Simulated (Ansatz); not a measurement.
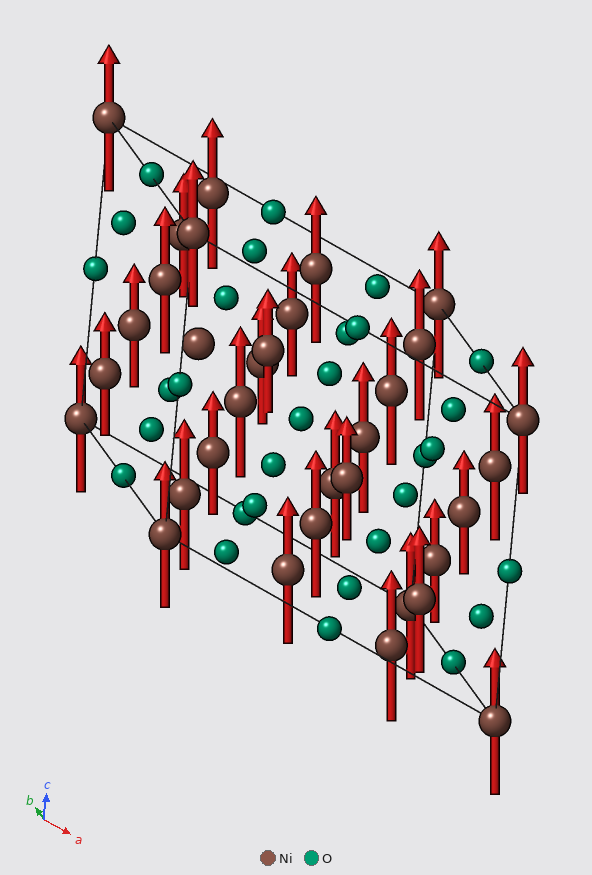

We look at a spheres-only model of the crystal slightly off an axis. The simulation cell is outlined; an atom on or near a face, edge or corner is repeated at each equivalent position. Arrows are the site magnetic moments above 0.25 μB (those induced on non-metal atoms are left out); longer means larger, and red and blue are up and down (without spin-orbit coupling the axis itself is arbitrary).

This is the state reached for Ni₁₇O₁₅. Method used: DFT PBE, scalar-relativistic, plane waves, PAW in Ansatz 0.2.0. It ran with a kinetic-energy cutoff of 420 eV, k-point mesh 5×5×5, Gaussian smearing of 0.1 eV, collinear spins.

Question: What is the magnetic arrangement?

Answer: Ferromagnetic (within this cell). Site moments: 16 Ni +0.8 to +1.5 μB. The net spin moment of the whole cell is 23.7 μB, including what lies between the atoms and on sites without an arrow.

The initial geometry was a structure listed in the Materials Project, repeated into a supercell with a point defect put in. The atoms were relaxed in a fixed cell with DFT PBE, scalar-relativistic, plane waves, PAW (Ansatz).
